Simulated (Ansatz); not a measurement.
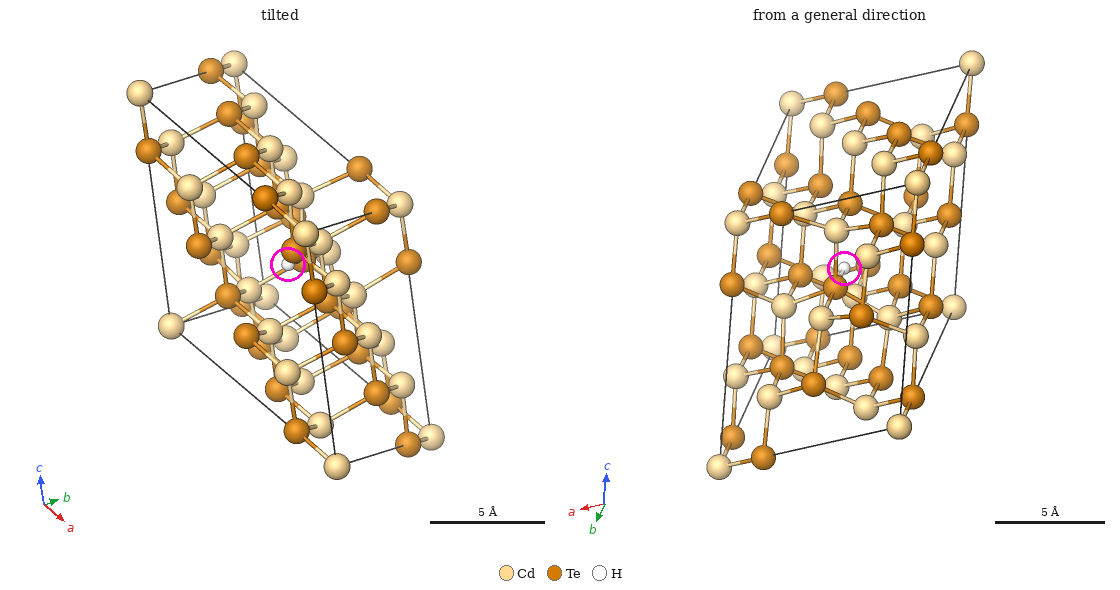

Shown here is a ball-and-stick view of the crystal, taken slightly off an axis and from a general direction. The lines enclose the supercell; boundary atoms appear with their images. The host is CdTe, in a cell of 32 sites, and the cell carries a charge of -1. A ring marks the defect's site.

> What defect is present?

An interstitial hydrogen atom. It is bonded to one Te at about 1.8 Å.

The atoms were relaxed in the host's cell with DFT PBE, scalar-relativistic, plane waves, PAW (Ansatz 0.2.0).
